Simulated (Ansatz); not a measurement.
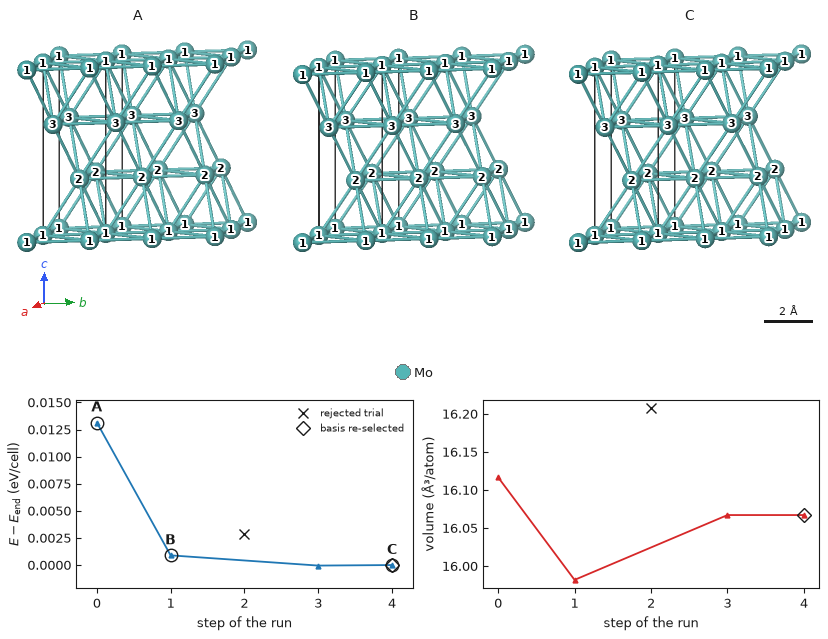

Frames of a relaxation of crystalline Mo (a generated structure, set up in R-3m), marked on the history of the run. Style: ball-and-stick. Shown: the cell of the calculation, repeated 2 × 3 × 1 with one cell outlined, slightly off an axis.

Case: stacking ABC.

Method: Ansatz 0.2.0, DFT PBE, scalar-relativistic, plane waves, PAW. (plane-wave cutoff 420 eV; k-point mesh 18 × 18 × 7; occupations gaussian; smearing width 0.1 eV; no spin polarisation; cell and atoms relaxed; force threshold 0.01 eV/Å; at most 45 steps)

Describe the path.

After 2 accepted moves (4 points after the start) the energy has fallen by 13.2 meV per cell of the calculation. All forces vanish by symmetry, so only the cell relaxes. Pressure: 0.13 GPa at the start and −0.02 GPa at the end. The line search rejected the trial step at point 2 of the run. The SCF was repeated once at an unchanged geometry on a basis and grid sized afresh for the cell, which shifted the energy by less than 0.05 meV per cell of the calculation at most. The atoms keep their places relative to the cell (all moves are under 0.005 Å). The drawn cell changes as follows: a = b 2.756 → 2.786 Å (+1.1 %), c 7.350 → 7.173 Å (−2.4 %); the volume changes by −0.3 %. Some distances before and after: Mo1–Mo2 2.921 → 2.881 Å, Mo1–Mo1 2.756 → 2.786 Å. The space group stays R-3m (No. 166). Cost: 3.4 min on 1 thread of Intel(R) Xeon(R) Processor @ 2.50GHz (Skylake/Cascade Lake), on a shared host, peak memory 0.53 GiB. From step 0 to 1: volume −0.8 %, energy −12.3 meV per cell of the calculation. From step 1 to 4: volume +0.5 %, energy −0.9 meV per cell of the calculation.

```
step  E − E(0), meV/atom  pressure, GPa  volume, Å³/atom                      note
   0                0.00           0.13           16.117                          
   1               -4.09           1.28           15.982                          
   2               -3.42          -2.08           16.207                  rejected
   3               -4.40          -0.02           16.067                          
   4               -4.38          -0.02           16.067  same geometry, new basis
```
